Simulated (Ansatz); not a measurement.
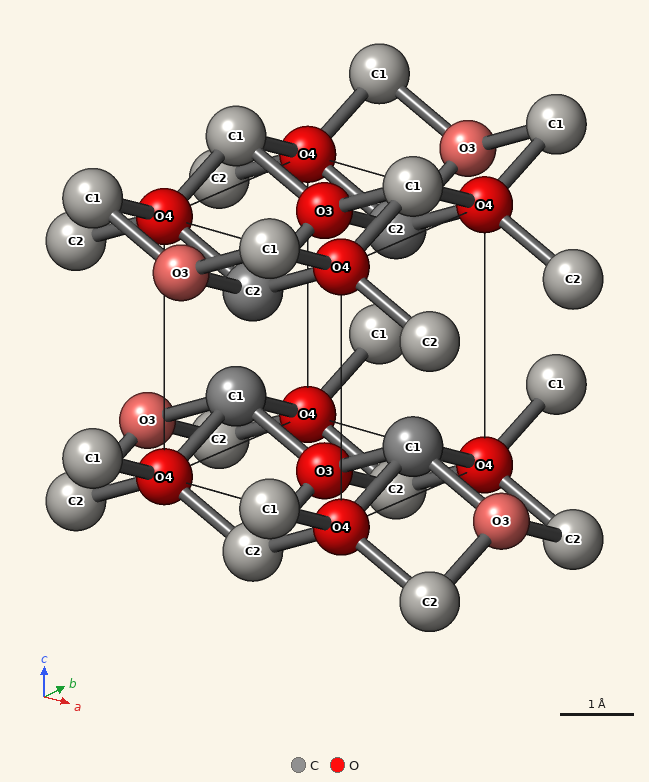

The input geometry of the first run (ball-and-stick view of the cell of the calculation, seen at an oblique angle; neighbours outside the cell are drawn fainter; atoms are numbered from 1 in the order of the input). Near neighbours in the crystal (not all of them lie inside the picture): C has 4 O at 1.72 Å; O has 4 C at 1.72 Å.

# From CO to ZrO

System: CO (4 atoms in the cell).
Method of the first run: DFT PBE, scalar-relativistic, plane waves, PAW, no spin polarisation (Ansatz 0.2.0).
System of the second run: ZrO (4 atoms in the cell).

On the first run: The structure was made by swapping elements on the sites of another compound; it need not be a known phase. On the second run: The structure was made by swapping elements on the sites of another compound; it need not be a known phase. It belongs to a series of runs on one base structure; here: Sn -> Zr on all its sites, cell and atoms relaxed. Text and figures count atoms from 1; the logs count them from 0 in places.

## The input, the first run
```yaml
crystal:
  lattice:
    - [3.1215558636, 0.0, 0.0]
    - [0.0, 3.1215558636, 0.0]
    - [0.0, 0.0, 3.8103729464]
  atoms:
    - { symbol: C, position: [0.0, 0.5, 0.1897590849] }
    - { symbol: C, position: [0.5, 0.0, 0.8102409151] }
    - { symbol: O, position: [0.5, 0.5, 0.0] }
    - { symbol: O, position: [0.0, 0.0, 0.0] }
basis:
  ecutwfc: 420
kpoints:
  mp_grid: { grid: [14, 14, 12] }
hamiltonian:
  xc: pbe
scf:
  occupations: { method: gaussian, width: 0.1 }
output:
  forces: true
  stress: true
  eigenvalues: true
relax:
  adjacent_minimum: "off"
  f_tol: 0.01
  max_steps: 60
  cell: { stress_tol: 0.1 }
```

Command:
```bash
ansatz run input.yaml --threads 1 --pin off --max-ram 2560MiB --backend cpu --events-out ev --progress --plain --runs-dir out
```

Hardware: 1 thread of Intel Xeon (Sapphire Rapids), 64 GiB of memory available, shared host.

## Output, shortened to warnings, some set-up lines, iterations and results (the first run)
```
Basis set: ecut = 420 eV, 733 PW (Γ), exchange–correlation on 48×48×54 points (8 copies of the dense FFT grid, shifted against one another)
Symmetry: 16 space group operations
k-points: 252 of 2352
Initial density: superposition of atomic densities (neutral atoms: chi_scale 0, normalization atom), corrected by the library's trained network
[...]
SCF iter   1: F=—  HF=-1624.131391 eV  |F-HF|=—  |Δ(HF+E_count)|=         —  Δρ=3.01e-2  dr2=2.93e-1  ethr=1.77e-3  ⟨swp⟩=4.8  Hψ=16930  notcnv=0
SCF iter   2: F=—  HF=-1624.081009 eV  |F-HF|=—  |Δ(HF+E_count)|=   5.04e-2  Δρ=1.25e-2  dr2=2.99e-2  ethr=1.47e-3  ⟨swp⟩=2.0  Hψ=6525  notcnv=0
SCF iter   3: F=—  HF=-1624.075231 eV  |F-HF|=—  |Δ(HF+E_count)|=   5.78e-3  Δρ=2.46e-3  dr2=1.52e-3  ethr=1.50e-4  ⟨swp⟩=2.0  Hψ=6480  notcnv=0
SCF iter   4: F=—  HF=-1624.075028 eV  |F-HF|=—  |Δ(HF+E_count)|=   2.03e-4  Δρ=6.01e-4  dr2=6.00e-5  ethr=7.62e-6  ⟨swp⟩=2.4  Hψ=5882  notcnv=0
SCF iter   5: F=—  HF=-1624.075045 eV  |F-HF|=—  |Δ(HF+E_count)|=   1.71e-5  Δρ=1.05e-4  dr2=9.82e-7  ethr=3.00e-7  ⟨swp⟩=2.3  Hψ=5289  notcnv=0
[... 30 lines ...]
SCF iter   4: F=-1624.075848 eV  HF=-1624.075848 eV  |F-HF|=1.11e-10  |Δ(HF+E_count)|=   9.52e-9  Δρ=7.05e-7  dr2=5.45e-11  ethr=9.37e-12  ⟨swp⟩=2.0  Hψ=6057  notcnv=0
SCF iter   5: F=-1624.075848 eV  HF=-1624.075848 eV  |F-HF|=4.55e-13  |Δ(HF+E_count)|=  1.20e-10  Δρ=4.94e-8  dr2=6.62e-13  ethr=1.00e-12  ⟨swp⟩=2.0  Hψ=4616  notcnv=0
SCF iter   6: F=-1624.075848 eV  HF=-1624.075848 eV  |F-HF|=2.27e-13  |Δ(HF+E_count)|=  2.27e-13  Δρ=1.68e-8  dr2=1.06e-13  ethr=1.00e-12  ⟨swp⟩=2.0  Hψ=9533  notcnv=0
SCF 5 converged in 6 iterations: F = -1624.075848 eV  dr2 = 1.06e-13
relax step   5: F+E_penalty+E_count = -1624.07584759 eV  Δ(F+E_penalty+E_count) = +2.152e-3 eV  max|allowed force component| = 9.276e-4 eV/Å  Δτ_max = 0.0000 Å  P = -0.095 …
basis re-selected at this cell: Δ(F+E_penalty+E_count) = +2.152e-3 eV, ΔP = -0.096 GPa vs the last step (what re-selecting the basis moved, of the pressure what is left beyond the Pulay correction that the steps carried, after the strain that the cell walked since its last selection, with what the …
SCF converged after 6 iterations
Free energy (F): -1624.075848 eV
Harris-Foulkes:  -1624.075848 eV  (|F-HF|=2.27e-13)
Internal energy: -1624.070809 eV  (E = F + TS)
E sigma→0 (E₀):  -1624.073328 eV
Entropy (-TS):   -0.005039 eV (-1.260 meV/atom)
Fermi energy:    6.038398 eV
--- Per-component energies (eV) ---
  E_band       = -65.375528
  E_kinetic    = 500.970511
  E_local      = -1085.981910  (includes V_loc(G=0)·N_el)
  E_nonlocal   = 152.988528
  E_hartree    = 371.731857
  E_xc         = -237.381175
  E_vxc        = -299.108443  (∫ρ·V_xc dr)
  E_paw        = -508.893749  (= ΣΔE_a)
  E_vpaw       = -77.712547  (= ΣTr[D̂ρ^β])
  E_aug_tail   = 0.004613  (compensation charges beyond the density's cutoff)
  E_ewald      = -817.509484
  E_smearing   = -0.005039  (= −TS)
  E_closure    = -0.000000  (closes the sum)
  Σ components = -1624.075848   (vs F -1624.075848, Δ=0.00e0)
--- Forces (eV/Å), atoms counted from 1 ---
  atom   1  C      0.00000000     0.00000000     0.00092761
  atom   2  C      0.00000000     0.00000000    -0.00092761
  atom   3  O      0.00000000     0.00000000     0.00000000
  atom   4  O      0.00000000     0.00000000    -0.00000000
  max |Σ_I F_I| component: 0.00e0 eV/Å
--- Stress (GPa, compression-positive) ---
       -0.097025       0.000000       0.000000
        0.000000      -0.097025       0.000000
        0.000000       0.000000      -0.091346
  P = ⅓ Tr σ = -0.0951 GPa (-0.951 kbar)
--- Relaxed structure (4 steps of the walk, 4 accepted, 1 SCFs on fresh bases) ---
  F+E_penalty+E_count = -1624.07584759 eV   max|allowed force component| = 9.276e-4 eV/Å   (the final SCF, on the basis selected at the relaxed cell)
  cell:  # Å, volume = 36.7603 Å³
    - [3.1217162922250465, 0.0, 0.0]
    - [0.0, 3.1217162922250465, 0.0]
    - [0.0, 0.0, 3.7721770436107662]
  atoms:
    - { symbol: C, position: [1.4309782455641115e-36, 0.5, 0.19276416894362525] }
    - { symbol: C, position: [0.5, -8.680012779013886e-37, 0.8072358310563748] }
    - { symbol: O, position: [0.5, 0.5, 7.113491170922787e-21] }
[...]
```

For the second run the input was changed thus:
```diff
-    - [3.1215558636, 0.0, 0.0]
-    - [0.0, 3.1215558636, 0.0]
-    - [0.0, 0.0, 3.8103729464]
+    - [3.6345373899, 0.0, 0.0]
+    - [0.0, 3.6345373899, 0.0]
+    - [0.0, 0.0, 4.8647027413]
-    - { symbol: C, position: [0.0, 0.5, 0.1897590849] }
-    - { symbol: C, position: [0.5, 0.0, 0.8102409151] }
+    - { symbol: Zr, position: [0.0, 0.5, 0.2340566612] }
+    - { symbol: Zr, position: [0.5, 0.0, 0.7659433388] }
-  mp_grid: { grid: [14, 14, 12] }
+  mp_grid: { grid: [12, 12, 10] }
+  write_density: true
+  write_potential: true
+  elf: true
+  volumetric_format: npy
```

How does the second run compare with the first run?

The total energies belong to different systems, so their difference says nothing on which is more stable or more accurate. The volume per atom goes from 9.19 to 16.06 Å³. The number of SCF iterations is the same. The irreducible k-points go from 252 to 168. On the same kind of shared host the second run took about 1.9 times as long.

## Output, shortened to warnings, some set-up lines, iterations and results (the second run)
```
Basis set: ecut = 420 eV, 1233 PW (Γ), exchange–correlation on 50×50×72 points (8 copies of the dense FFT grid, shifted against one another)
Symmetry: 16 space group operations
k-points: 168 of 1440
Initial density: superposition of atomic densities (neutral atoms: chi_scale 0, normalization atom), corrected by the library's trained network
[...]
SCF iter   1: F=—  HF=-9507.150866 eV  |F-HF|=—  |Δ(HF+E_count)|=         —  Δρ=6.11e-3  dr2=1.72e-2  ethr=1.77e-3  ⟨swp⟩=4.2  Hψ=15524  notcnv=0
SCF iter   2: F=—  HF=-9507.149773 eV  |F-HF|=—  |Δ(HF+E_count)|=   1.09e-3  Δρ=3.58e-3  dr2=6.66e-3  ethr=4.77e-5  ⟨swp⟩=1.0  Hψ=5064  notcnv=0
SCF iter   3: F=—  HF=-9507.149534 eV  |F-HF|=—  |Δ(HF+E_count)|=   2.39e-4  Δρ=1.49e-3  dr2=1.42e-3  ethr=1.85e-5  ⟨swp⟩=2.9  Hψ=6672  notcnv=0
SCF iter   4: F=—  HF=-9507.149262 eV  |F-HF|=—  |Δ(HF+E_count)|=   2.72e-4  Δρ=4.29e-4  dr2=9.00e-5  ethr=3.96e-6  ⟨swp⟩=2.0  Hψ=5134  notcnv=0
SCF iter   5: F=—  HF=-9507.149272 eV  |F-HF|=—  |Δ(HF+E_count)|=   1.02e-5  Δρ=8.36e-5  dr2=3.33e-6  ethr=2.50e-7  ⟨swp⟩=1.9  Hψ=4470  notcnv=0
[... 30 lines ...]
SCF iter   1: F=—  HF=-9507.149545 eV  |F-HF|=—  |Δ(HF+E_count)|=         —  Δρ=1.47e-5  dr2=1.32e-8  ethr=5.41e-8  ⟨swp⟩=3.0  Hψ=26233  notcnv=0
SCF iter   2: F=—  HF=-9507.149534 eV  |F-HF|=—  |Δ(HF+E_count)|=   1.02e-5  Δρ=7.63e-6  dr2=3.58e-9  ethr=3.67e-11  ⟨swp⟩=2.8  Hψ=7255  notcnv=0
SCF iter   3: F=-9507.149535 eV  HF=-9507.149535 eV  |F-HF|=1.64e-11  |Δ(HF+E_count)|=   7.01e-8  Δρ=5.36e-7  dr2=8.11e-11  ethr=1.00e-12  ⟨swp⟩=4.4  Hψ=19256  notcnv=0
SCF 5 converged in 3 iterations: F = -9507.149535 eV  dr2 = 8.11e-11
relax step   5: F+E_penalty+E_count = -9507.14953451 eV  Δ(F+E_penalty+E_count) = +7.138e-5 eV  max|allowed force component| = 3.103e-3 eV/Å  Δτ_max = 0.0000 Å  P = -0.025 …
basis re-selected at this cell: Δ(F+E_penalty+E_count) = +7.138e-5 eV, ΔP = -0.002 GPa vs the last step (what re-selecting the basis moved, of the pressure what is left beyond the Pulay correction that the steps carried, after the strain that the cell walked since its last selection, with what the …
SCF converged after 3 iterations
Free energy (F): -9507.149535 eV
Harris-Foulkes:  -9507.149535 eV  (|F-HF|=1.64e-11)
Internal energy: -9507.139519 eV  (E = F + TS)
E sigma→0 (E₀):  -9507.144527 eV
Entropy (-TS):   -0.010015 eV (-2.504 meV/atom)
Fermi energy:    12.527733 eV
--- Per-component energies (eV) ---
  E_band       = -248.324387
  E_kinetic    = 1016.924883
  E_local      = -2361.128375  (includes V_loc(G=0)·N_el)
  E_nonlocal   = 251.174029
  E_hartree    = 822.907772
  E_xc         = -471.375986
  E_vxc        = -570.779659  (∫ρ·V_xc dr)
  E_paw        = -6222.890619  (= ΣΔE_a)
  E_vpaw       = -230.336029  (= ΣTr[D̂ρ^β])
  E_aug_tail   = 0.005033  (compensation charges beyond the density's cutoff)
  E_ewald      = -2542.756256
  E_smearing   = -0.010015  (= −TS)
  E_closure    = -0.000000  (closes the sum)
  Σ components = -9507.149535   (vs F -9507.149535, Δ=0.00e0)
--- Forces (eV/Å), atoms counted from 1 ---
  atom   1  Zr     0.00000000     0.00000000    -0.00310346
  atom   2  Zr     0.00000000     0.00000000     0.00310346
  atom   3  O      0.00000000     0.00000000    -0.00000000
  atom   4  O      0.00000000     0.00000000     0.00000000
  max |Σ_I F_I| component: 1.67e-16 eV/Å
--- Stress (GPa, compression-positive) ---
       -0.081853       0.000000       0.000000
        0.000000      -0.081853       0.000000
        0.000000       0.000000       0.089500
  P = ⅓ Tr σ = -0.0247 GPa (-0.247 kbar)
--- Relaxed structure (4 steps of the walk, 2 accepted, 1 SCFs on fresh bases) ---
  F+E_penalty+E_count = -9507.14953451 eV   max|allowed force component| = 3.103e-3 eV/Å   (the final SCF, on the basis selected at the relaxed cell)
  cell:  # Å, volume = 64.2316 Å³
    - [3.6304842690247785, 4.368960370522764e-35, 0.0]
    - [4.368960370522764e-35, 3.6304842690247785, 0.0]
    - [0.0, 0.0, 4.873264225785466]
  atoms:
    - { symbol: Zr, position: [6.681911775230489e-52, 0.5, 0.23421166252091688] }
    - { symbol: Zr, position: [0.5, 6.681911775230489e-52, 0.7657883374790829] }
[...]
```

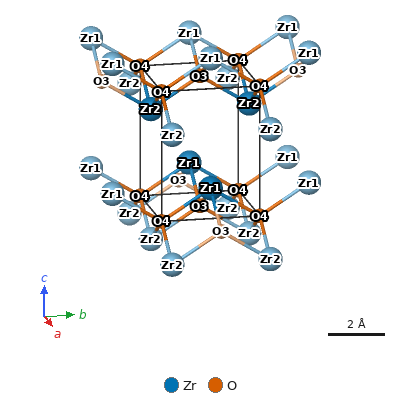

The input structure of the second run (ball-and-stick view of the cell of the calculation, seen slightly off an axis; neighbours outside the cell are drawn fainter; atoms are numbered from 1 in the order of the input).

## The two runs side by side

| quantity | the first run | the second run |
| --- | --- | --- |
| outcome | converged | converged |
| free energy per atom (eV) | −406.0190 | −2376.7874 |
| energy per atom, smearing taken to zero (eV) | −406.0183 | −2376.7861 |
| gap on the mesh (eV) | 0.00 | 0.00 |
| pressure (GPa) | −0.10 | −0.02 |
| volume per atom (Å³) | 9.19 | 16.06 |
| largest force (eV/Å) | 0.001 | 0.003 |
| SCF iterations | 30 | 30 |
| irreducible k-points | 252 | 168 |
| wall time (shared host) | 23 s | 44 s |
